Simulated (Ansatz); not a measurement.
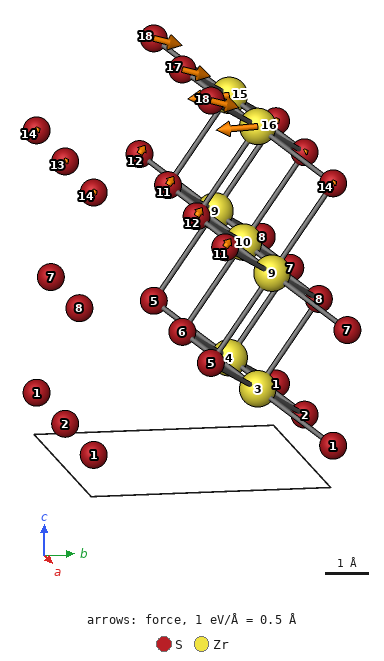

Starting geometry of a slab of composition ZrS₂ (cut from the P-3m1 phase) with the computed forces as orange arrows. Style: ball-and-stick. Shown: the cell of the calculation, outlined in the plane, without the vacuum (origin shifted), slightly off an axis.

Case: clean slab, lower half held. The slab is the (1 0 0) face of ZrS2. 8 atoms are held fixed.

These are results of Ansatz 0.2.0, DFT PBE+D3(BJ), scalar-relativistic, plane waves, PAW, not measurements.

Input
```yaml
crystal:
  lattice:
    - [7.2700394485, 0.0, 0.0]
    - [0.0, 5.7227453154, 0.0]
    - [0.0, 0.0, 25.3947184652]
  atoms:
    - { symbol: S, position: [0.5, 0.2552453932, 0.3347152681] }
    - { symbol: S, position: [0.0, 0.2552453932, 0.3347152681] }
    - { symbol: Zr, position: [0.25, 0.0, 0.3760364511] }
    - { symbol: Zr, position: [0.75, 0.0, 0.3760364511] }
    - { symbol: S, position: [0.5, 0.7447546068, 0.4173576341] }
    - { symbol: S, position: [0.0, 0.7447546068, 0.4173576341] }
    - { symbol: S, position: [0.75, 0.2552453932, 0.458678817] }
    - { symbol: S, position: [0.25, 0.2552453932, 0.458678817] }
    - { symbol: Zr, position: [0.5, 0.0, 0.5] }
    - { symbol: Zr, position: [0.0, 0.0, 0.5] }
    - { symbol: S, position: [0.75, 0.7447546068, 0.541321183] }
    - { symbol: S, position: [0.25, 0.7447546068, 0.541321183] }
    - { symbol: S, position: [0.0, 0.2552453932, 0.5826423659] }
    - { symbol: S, position: [0.5, 0.2552453932, 0.5826423659] }
    - { symbol: Zr, position: [0.75, 0.0, 0.6239635489] }
    - { symbol: Zr, position: [0.25, 0.0, 0.6239635489] }
    - { symbol: S, position: [0.0, 0.7447546068, 0.6652847319] }
    - { symbol: S, position: [0.5, 0.7447546068, 0.6652847319] }
basis:
  ecutwfc: 420
kpoints:
  mp_grid: { grid: [4, 5, 1] }
hamiltonian:
  xc: pbe
  dispersion: d3bj
scf:
  occupations: { method: gaussian, width: 0.05 }
output:
  forces: true
  eigenvalues: true
  write_density: true
  write_potential: true
  elf: true
  volumetric_format: npy
relax:
  adjacent_minimum: "off"
  f_tol: 0.03
  max_steps: 70
  constraints: [{ sites: [0, 1, 2, 3, 4, 5, 6, 7] }]
efield:
  axis: 3
  dipole_correction: true
  ramp_width: 0.04
```

Run as
```bash
ansatz run input.yaml --threads 4 --pin off --max-ram 10240MiB --backend cpu --events-out ev --progress --plain --runs-dir out
```

### What follows when this structure is relaxed?

It isn't relaxed: the largest force vector, on Zr atoms, is 2.02 eV/Å. The final displacements follow the starting forces only in part (cosine between the two patterns 0.63). The largest moves, 0.33 Å, are those of S17 and S18. S17 goes at 46° to the normal (+c side). By element the largest moves are S 0.33 Å, Zr 0.29 Å. The cell stays as it was. Near-neighbour distances that change, for instance: Zr15–S17 2.557 → 2.443 Å, S11–Zr15 2.557 → 2.449 Å, S13–Zr15 2.557 → 2.624 Å, Zr10–S13 2.557 → 2.512 Å. Among the angles between lasting bonds that change: S13–Zr16–S18 180.0° → 162.4°, S12–Zr16–S17 90.6° → 105.6°, Zr15–S17–Zr16 90.6° → 96.1°. After 4 accepted moves (5 points after the start) the energy has fallen by 0.679 eV per cell of the calculation. The largest force component goes from 2 to 0.016 eV/Å. The line search rejected the trial step at point 3 of the run. The run took 2.9 min on 4 threads of Arm Neoverse V2, on a shared host, peak memory 2.3 GiB.
